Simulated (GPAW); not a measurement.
# O K-edge XANES of wurtzite (ZnO)₁₋ₓ(CdO)ₓ at x = 0.125, part 2 of 3

What does the O K edge look like in wurtzite (ZnO)₁₋ₓ(CdO)ₓ at x = 0.125?

GPAW 26.7.0; X-ray absorption from dipole matrix elements to empty bands, plane-wave PAW LDA.

So far. Step 3 (Ground state of the crystal): The mesh shows a gap of 0.45 eV. The excited electron is kept all the same, so that all members of the series, with or without a gap, are treated alike.

**5. Spectrum with XCH, O atom 2**

The holes are 5.3 Å apart. In GPAW the data set carries the hole's charge, so charge=0 means a charged cell and charge=-1 a neutral one. The excited electron is kept in the cell, where it fills the lowest empty states and screens the hole. After the field has converged, empty bands are computed with the density fixed and the dipole matrix elements are summed.

The absorber has 1 Zn at 1.99 Å and 3 Zn at 2.00 Å (tetrahedral).

File xas.py:

```python
import numpy as np
from ase import Atoms
from ase.parallel import parprint, paropen
from gpaw import GPAW, PW, FermiDirac, Mixer, MixerDif, setup_paths
from gpaw.test import gen
setup_paths.insert(0, '.')
gen('O', name='fch1s', xcname='LDA', corehole=(1, 0, 1), write_xml=True)
from gpaw.mpi import world
world.barrier()

atoms = Atoms('ZnOZnOZnOZnOZnOCdOZnOZnO',
    cell=[[6.6025, 0, 0],
     [0, 5.717933, 0],
     [0, 0, 5.288625]],
    scaled_positions=[[0.9992337, 0.0013362, 0.9984338],
     [0.9994337, 0.3316514, 0.1221671],
     [0.0000595, 0.3320667, 0.498164],
     [0.9991593, 0.0054792, 0.6206744],
     [0.242809, 0.50506, 0.9994242],
     [0.2472149, 0.8352655, 0.1223491],
     [0.2426024, 0.8337783, 0.4991387],
     [0.2294714, 0.5126525, 0.6273996],
     [0.4993259, 0.9918767, 0.0000747],
     [0.4990807, 0.3336881, 0.0811913],
     [0.5003115, 0.3324619, 0.50275],
     [0.4991144, 0.9677123, 0.6261982],
     [0.7553709, 0.5043217, 0.9999486],
     [0.7511069, 0.8350125, 0.1223034],
     [0.7554902, 0.8336513, 0.4991025],
     [0.7707865, 0.512937, 0.6279379]],
    pbc=True)
atoms.calc = calc = GPAW(legacy_gpaw=True, mode=PW(500, force_complex_dtype=True), xc='LDA', setups={1: 'fch1s'},
    kpts={'size': (3, 3, 3), 'gamma': True}, occupations=FermiDirac(0.04),
    charge=-1, mixer=Mixer(0.1, 5, 50), maxiter=150,
    convergence={'density': 0.0001, 'eigenstates': 1e-6}, txt='scf.txt')
energy = atoms.get_potential_energy() + calc.get_reference_energy()
ef = calc.get_fermi_level()
out = dict(energy=energy, fermi=ef, forces=atoms.get_forces().tolist())
parprint(f'all-electron energy {energy:.4f} eV, Fermi level {ef:.4f} eV')
ev = np.array([[calc.get_eigenvalues(k, s) for k in range(len(calc.get_ibz_k_points()))] for s in range(calc.get_number_of_spins())])
out['homo'], out['lumo'], out['counts'] = ev[ev < ef].max(), ev[ev > ef].min(), sorted(set((ev < ef).sum((0, 2)).tolist()))
out['filled'] = (ev[:, 0] < ef).sum(1).tolist()

from ase.units import Ha
from gpaw.xas import dipole_matrix_elements
nb = int(calc.get_number_of_electrons() / 2) + 104
top, nb = nb, nb + 8 + nb // 12
nscf = calc.fixed_density(kpts={'size': (4, 4, 4), 'gamma': True}, nbands=nb,
    convergence={'bands': top, 'eigenstates': 5e-3}, maxiter=60, txt='nscf.txt')
cell = atoms.cell.array
ops = [cell.T @ U.T @ np.linalg.inv(cell.T) for U in nscf.wfs.kd.symmetry.op_scc]
filled = [72]  # bands filled in the ground state, by spin
E = np.arange(-6, 30, 0.1)
fwhm = np.interp(E, [4, 25], [0.9, 3.5])
Y, X, zero, highest = 0, 0, 1e9, 1e9
for spin in range(nscf.get_number_of_spins()):
    wfs = nscf.wfs
    mine = wfs.bd.get_slice()  # this rank's bands
    A = dipole_matrix_elements(wfs.setups[1])
    eps = np.zeros((wfs.kd.nibzkpts, nb))
    d = np.zeros((3, A.shape[1], wfs.kd.nibzkpts, nb), complex)
    for kpt in wfs.kpt_u:
        if kpt.s == spin and 1 in kpt.P_ani:
            eps[kpt.k, mine] = kpt.eps_n * Ha
            d[:, :, kpt.k, mine] = (kpt.weight * wfs.nspins / 2) ** 0.5 * np.inner(A, kpt.P_ani[1])
    world.sum(eps)
    world.sum(d)
    T = np.einsum('amkn,bmkn->abkn', d, d.conj()).real
    T = sum(np.einsum('ai,ijkn,bj->abkn', R, T, R) for R in ops) / len(ops)
    empty = np.ones_like(eps, bool) & (np.arange(nb) >= filled[spin])
    zero, highest = min(zero, eps[empty].min()), min(highest, eps[:, top - 1].min())
    lines = [(eps, T, empty)] if spin == 0 else lines + [(eps, T, empty)]
for eps, T, empty in lines:
    f = np.einsum('aakn->akn', T).reshape(3, -1)
    x = eps.ravel() - zero
    w = np.interp(x, E, fwhm) / 2.35482
    g = np.exp(-0.5 * ((E[:, None] - x) / w) ** 2) / (w * (2 * np.pi) ** 0.5)
    Y = Y + (f * empty.ravel()) @ g.T
    X = X + (f * ~empty.ravel()) @ g.T
out.update(E=E.round(2).tolist(), xas=Y.tolist(), xes=X.tolist(), zero=zero, valid=highest - zero, nk=len(eps), nb=nb)
for i in range(0, len(E), 10):
    parprint(f'{E[i]:7.2f}', *(f'{v:10.3e}' for v in Y[:, i]))
import json
with paropen('out.json', 'w') as f:
    json.dump(out, f)
```

Started as:

```bash
$ OMP_NUM_THREADS=1 mpirun -n 4 gpaw python xas.py
```

Numbers of over 12 decimals in the logs are rounded to 6 here.

What it wrote:

```text
Input parameters:
  charge: -1
  convergence: {density: 0.0001,
                eigenstates: 1e-06}
  kpts: {gamma: True,
         size: (3, 3, 3)}
  maxiter: 150
  mixer: {backend: pulay,
          beta: 0.1,
          method: separate,
          nmaxold: 5,
          weight: 50}
  mode: {ecut: 500.0,
         force_complex_dtype: True,
         name: pw}
  occupations: {fixmagmom: False,
                name: fermi-dirac,
                width: 0.04}
  setups: {1: fch1s}

Initialize ...

[... PAW data sets ...]

Reference energy: -509223.876400  # eV

Spin-paired calculation

[... convergence settings ...]
Symmetries present (total): 1
  [... symmetry matrices ...]

27 k-points: 3 x 3 x 3 Monkhorst-Pack grid
14 k-points in the irreducible part of the Brillouin zone
       k-points in crystal coordinates                weights
   0:     0.00000000    0.00000000    0.00000000          1/27
   1:     0.00000000    0.00000000    0.33333333          2/27
   2:     0.00000000    0.33333333   -0.33333333          2/27
   3:     0.00000000    0.33333333    0.00000000          2/27
   4:     0.00000000    0.33333333    0.33333333          2/27
   5:     0.33333333   -0.33333333   -0.33333333          2/27
   6:     0.33333333   -0.33333333    0.00000000          2/27
   7:     0.33333333   -0.33333333    0.33333333          2/27
   8:     0.33333333    0.00000000   -0.33333333          2/27
   9:     0.33333333    0.00000000    0.00000000          2/27
          ...
  13:     0.33333333    0.33333333    0.33333333          2/27

Wave functions: Plane wave expansion
  Cutoff energy: 500.000 eV
  Number of coefficients (min, max): 5047, 5094
  Pulay-stress correction: 0.000000 eV/Ang^3 (de/decut=0.000000)
  Using FFTW library
  Wavefunction extrapolation:
    Improved wavefunction reuse through dual PAW basis

Occupation numbers: Fermi-Dirac:
  width: 0.0400  # eV

Eigensolver
   Davidson(niter=2)

Densities:
  Coarse grid: 35*30*28 grid
  Fine grid: 70*60*56 grid
  Total Charge: 0.000000

Density mixing:
  Method: separate
  Backend: pulay
  Linear mixing parameter: 0.1
  old densities: 5
  Width of damping distribution: 1.1
  Damping of long wavelength oscillations: 50

[... Hamiltonian set-up ...]
Number of atoms: 16
Number of atomic orbitals: 104
Number of bands in calculation: 91
Number of valence electrons: 145
Bands to converge: occupied

... initialized

Initializing position-dependent things.

Density initialized from atomic densities
Creating initial wave functions:
  91 bands from LCAO basis set

Positions:
   0 Zn     6.597441    0.007640    5.280342    ( 0.0000,  0.0000,  0.0000)
   1 O      6.598761    1.896360    0.646096    ( 0.0000,  0.0000,  0.0000)
   2 Zn     0.000393    1.898735    2.634603    ( 0.0000,  0.0000,  0.0000)
   3 O      6.596949    0.031330    3.282514    ( 0.0000,  0.0000,  0.0000)
   4 Zn     1.603146    2.887899    5.285580    ( 0.0000,  0.0000,  0.0000)
   5 O      1.632236    4.775992    0.647059    ( 0.0000,  0.0000,  0.0000)
   6 Zn     1.601782    4.767488    2.639757    ( 0.0000,  0.0000,  0.0000)
[...]
13 O      4.959183    4.774546    0.646817    ( 0.0000,  0.0000,  0.0000)
  14 Zn     4.988124    4.766762    2.639566    ( 0.0000,  0.0000,  0.0000)
  15 O      5.089118    2.932939    3.320928    ( 0.0000,  0.0000,  0.0000)

Unit cell:
           periodic     x           y           z      points  spacing
  1. axis:    yes    6.602500    0.000000    0.000000    35     0.1886
  2. axis:    yes    0.000000    5.717933    0.000000    30     0.1906
  3. axis:    yes    0.000000    0.000000    5.288625    28     0.1889

  Lengths:   6.602500   5.717933   5.288625
  Angles:   90.000000  90.000000  90.000000

Effective grid spacing dv^(1/3) = 0.1894

iter:   1  -111.799931
iter:   2  -105.857726   -0.40  -1.07
iter:   3   -98.867120   -0.41  -1.18
iter:   4   -98.800521   -1.03  -1.46
iter:   5   -98.698524   -1.92  -1.57
iter:   6   -98.464273   -2.01  -2.06
iter:   7   -98.433736   -2.91  -2.43
iter:   8   -98.434295c  -3.88  -2.68
iter:   9   -98.433303c  -4.24  -2.85
iter:  10   -98.431830c  -4.09  -2.99
iter:  11   -98.431741c  -5.09  -3.46
iter:  12   -98.431591c  -5.38  -3.51
iter:  13   -98.431570c  -6.21c -3.93
iter:  14   -98.431566c  -6.75c -4.14c

Converged after 14 iterations.

Dipole moment: (0.679376, 9.502290, -7.668345) |e|*Ang

Energy contributions relative to reference atoms: (reference = -509223.876400)

Kinetic:       +145.816367
Potential:     -130.947611
External:        +0.000000
XC:            -113.016626
Entropy (-ST):   -0.010224
Local:           -0.278585
SIC:             +0.000000
--------------------------
Free energy:    -98.436678
Extrapolated:   -98.431566

Showing only first 2 kpts
 Kpt  Band  Eigenvalues  Occupancy
  0    70      3.44637    2.00000
  0    71      3.47971    2.00000
  0    72      3.70227    2.00000
  0    73      7.94251    0.00000

  1    70      3.32946    2.00000
  1    71      3.36071    2.00000
  1    72      5.33269    2.00000
[...]
Fermi level: 5.92246

No gap
No difference between direct/indirect transitions

Forces in eV/Ang:
  0 Zn   -0.00650   -1.78439   -0.58986
  1 O     0.00377   -0.07100   -0.02419
  2 Zn   -0.00452    0.03580    1.76289
  3 O     0.00351    0.41481    0.06805
  4 Zn    1.63286    0.91973   -0.63440
  5 O    -0.39892   -0.01579   -0.03295
  6 Zn    0.23477    0.09300    0.08171
[...]
13 O     0.40218   -0.01474   -0.02870
 14 Zn   -0.22108    0.09857    0.08296
 15 O     0.46214   -0.17802    0.11108
Scalar-relativistic atomic LDA calculation for O (Oxygen, Z=8)
Core hole in 1s state (1s occupation: 1.0)
300 radial gridpoints.
|------------------------------------------------|
|------------------------------------------------|
[... the atom generator's iteration count ...]

Energy contributions:
-------------------------
Kinetic:      +54.046737
XC:            -5.876031
Potential:   -102.458324
-------------------------
Total:        -54.287618

state      eigenvalue         ekin         rmax
-----------------------------------------------
1s^1.0 :   -21.731873    30.611423        0.127
2s^2.0 :    -1.594915     4.066245        0.801
2p^4.0 :    -1.067100     3.825706        0.682
-----------------------------------------------
(units: Bohr and Hartree)

Generating PAW setup
Kinetic energy of the core from tauc = 30.636371
Cutoffs:
rc(s)=1.300
rc(p)=1.130
rc(d)=1.170
rc(vbar)=1.300
rc(comp)=1.260
rc(nct)=1.300

Kinetic energy of the core states: 30.611423
Charge: 1.0
Core electrons: 1.0
Valence electrons: 6.0
Pseudo-core charge: 0.000198
Shape function alpha=6.299
Pseudo-electron charge 5.280306
state    eigenvalue         norm
--------------------------------
2s(2) :    -1.594915     1.065643
*s    :    -0.594915
2p(4) :    -1.067100     0.787205
*p    :    -0.067100
*d    :     0.000000
--------------------------------

Diagonalizing with gridspacing h=0.050

state   all-electron     PAW
-------------------------------
2s:      -1.594915    -1.596334
2p:      -1.067100    -1.073375
*d:                   -0.060686
*f:                   -0.013559
-------------------------------
all-electron energy -509322.3080 eV, Fermi level 5.9225 eV
[...]
27.00  6.254e-05  6.745e-05  8.870e-05
  28.00  5.126e-05  5.496e-05  7.983e-05
  29.00  4.509e-05  4.642e-05  6.193e-05
```

Elapsed: 3.5 min, on 4 MPI ranks of Arm Neoverse V2, shared host; peak memory 0.59 GiB; 14 min of CPU time.

The O K spectrum, O atom 2, excited-electron core hole (neutral cell) (energy from the bottom of the conduction band, which holds the excited electron; intensity scaled to a mean of 1 over the first 20 eV):

```tsv
E (eV)	isotropic	ε ∥ x	ε ∥ y	ε ∥ z
-2.0	0.00	0.00	0.00	0.00
-0.5	0.00	0.00	0.00	0.00
1.0	0.07	0.08	0.08	0.06
2.5	0.43	0.56	0.41	0.32
4.0	1.38	1.29	1.63	1.23
5.5	2.12	2.06	2.13	2.17
7.0	3.18	3.53	3.26	2.74
8.5	1.04	0.75	1.07	1.32
10.0	0.96	0.71	0.70	1.47
11.5	0.91	1.15	0.92	0.66
13.0	0.89	1.04	1.14	0.50
14.5	0.53	0.52	0.50	0.58
16.0	0.42	0.34	0.29	0.62
17.5	0.45	0.37	0.37	0.60
19.0	0.64	0.59	0.60	0.74
20.5	0.86	0.86	0.80	0.92
22.0	0.98	1.08	1.03	0.83
23.5	1.12	1.33	1.34	0.71
25.0	1.30	1.43	1.49	0.99
26.5	1.29	1.17	1.26	1.45
28.0	1.05	0.86	0.93	1.35
29.5	0.79	0.73	0.73	0.91
```

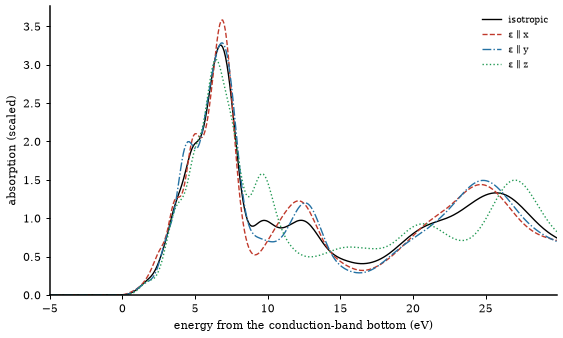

The O K edge, O atom 2, excited-electron core hole (neutral cell): main maxima at 6.8, 9.8 and 12.3 eV.

Main maxima below 24 eV (height): 6.8 eV (3.25), 9.8 eV (0.97) and 12.3 eV (0.97). A K edge sees empty p states on the absorber.

The total-energy difference is 534.63 eV. One term is added: -8.83 eV, since the hole is spin-paired here and a spin-polarised one costs that much less in the free atom (computed apart). The photon energy is then 525.80 eV. The functional leaves an error in such absolute values: in the free atom LDA prices this hole 4.1 eV below PBE (computed apart), and PBE is itself good to a few eV.

**6. Reference energy of the cell**

The absorbing element, whose data set is made anew, changes for the next run, so it gets a reference energy of its own.

File scf.py:

```python
import numpy as np
from ase import Atoms
from ase.parallel import parprint, paropen
from gpaw import GPAW, PW, FermiDirac, Mixer, MixerDif, setup_paths
from gpaw.test import gen
setup_paths.insert(0, '.')
gen('Zn', name='nch1s', xcname='LDA', corehole=(1, 0, 0), write_xml=True)
from gpaw.mpi import world
world.barrier()

atoms = Atoms('ZnOZnOZnOZnOZnOCdOZnOZnO',
    cell=[[6.6025, 0, 0],
     [0, 5.717933, 0],
     [0, 0, 5.288625]],
    scaled_positions=[[0.9992337, 0.0013362, 0.9984338],
     [0.9994337, 0.3316514, 0.1221671],
     [0.0000595, 0.3320667, 0.498164],
     [0.9991593, 0.0054792, 0.6206744],
     [0.242809, 0.50506, 0.9994242],
     [0.2472149, 0.8352655, 0.1223491],
     [0.2426024, 0.8337783, 0.4991387],
     [0.2294714, 0.5126525, 0.6273996],
     [0.4993259, 0.9918767, 0.0000747],
     [0.4990807, 0.3336881, 0.0811913],
     [0.5003115, 0.3324619, 0.50275],
     [0.4991144, 0.9677123, 0.6261982],
     [0.7553709, 0.5043217, 0.9999486],
     [0.7511069, 0.8350125, 0.1223034],
     [0.7554902, 0.8336513, 0.4991025],
     [0.7707865, 0.512937, 0.6279379]],
    pbc=True)
atoms.calc = calc = GPAW(legacy_gpaw=True, mode=PW(500, force_complex_dtype=True), xc='LDA', setups={0: 'nch1s'},
    kpts={'size': (3, 3, 3), 'gamma': True}, occupations=FermiDirac(0.02),
    charge=0, mixer=Mixer(0.1, 5, 50), maxiter=150,
    convergence={'density': 0.0001, 'eigenstates': 1e-6}, txt='scf.txt')
energy = atoms.get_potential_energy() + calc.get_reference_energy()
ef = calc.get_fermi_level()
out = dict(energy=energy, fermi=ef, forces=atoms.get_forces().tolist())
parprint(f'all-electron energy {energy:.4f} eV, Fermi level {ef:.4f} eV')
ev = np.array([[calc.get_eigenvalues(k, s) for k in range(len(calc.get_ibz_k_points()))] for s in range(calc.get_number_of_spins())])
out['homo'], out['lumo'], out['counts'] = ev[ev < ef].max(), ev[ev > ef].min(), sorted(set((ev < ef).sum((0, 2)).tolist()))
out['filled'] = (ev[:, 0] < ef).sum(1).tolist()
import json
with paropen('out.json', 'w') as f:
    json.dump(out, f)
```

Started as:

```bash
$ OMP_NUM_THREADS=1 mpirun -n 4 gpaw python scf.py
```

What it wrote:

```text
Input parameters:
  convergence: {density: 0.0001,
                eigenstates: 1e-06}
  kpts: {gamma: True,
         size: (3, 3, 3)}
  maxiter: 150
  mixer: {backend: pulay,
          beta: 0.1,
          method: separate,
          nmaxold: 5,
          weight: 50}
  mode: {ecut: 500.0,
         force_complex_dtype: True,
         name: pw}
  occupations: {fixmagmom: False,
                name: fermi-dirac,
[...]
*s    :     0.771506
4p(0) :    -0.045217     1.008310
*p    :     0.954783
3d(10):    -0.383140     0.154691
*d    :     0.616860
--------------------------------

Diagonalizing with gridspacing h=0.050

state   all-electron     PAW
-------------------------------
4s:      -0.228494    -0.228671
4p:      -0.045217    -0.045275
3d:      -0.383140    -0.383726
*f:                    0.072913
-------------------------------
all-electron energy -509856.9432 eV, Fermi level 3.6935 eV
[key lines of the parts left out:]
Converged after 12 iterations.
Dipole moment: (0.664325, 9.643516, -7.485698) |e|*Ang
Free energy:    -82.400106
Fermi level: 3.69354
```

The job ended after 46 s (4 MPI ranks; peak memory 0.33 GiB; 3 min of CPU time).

Reference energy: -509856.943 eV with the cores included.

(Continued in part 3 of 3.)

[Banner, clock and machine lines of the logs are left out without a mark of their own.]

[Logs are printed without paths, hosts, clocks, repeated set-up lines and the standing remarks that a program may print on its own settings, such as how far it seeks lower states.]

[Hosts, paths, dates, database ids (printed as entryN), source tags and the programs' standing remarks are cut or masked in the printed files.]

[Lists of maxima count a maximum above −3 eV only where it reaches 4 % of the highest in the window and stands out from its surroundings by 2 % of it (1.5 % where it reaches 55 %); shoulders and weaker maxima are passed over, and of the rest the first, up to two pre-edge ones and the few strongest are named.]
